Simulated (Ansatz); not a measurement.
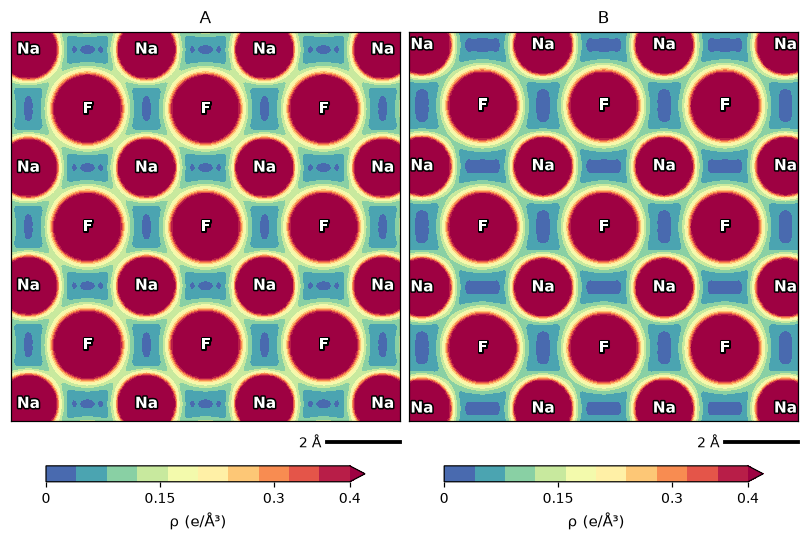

NaF. The valence charge density (pseudo) of two cells that differ in size and shape, on the (011) plane of each (indices in the axes of the calculation cell), at one length scale and on one colour scale: B has 13.1 Å³ an atom and A 12.2.

The calculation used DFT, r2SCAN, plane waves, PAW (Ansatz 0.2.0).

What changes from the larger cell to the smaller?

From the larger cell to the smaller, Na–F goes from 2.36 to 2.30 Å, and the density at its midpoint from 0.13 to 0.15 e/Å³; the pressure goes from −3.5 to −0.5 GPa; the Kohn–Sham gap goes from 6.9 eV to 7.2 eV.
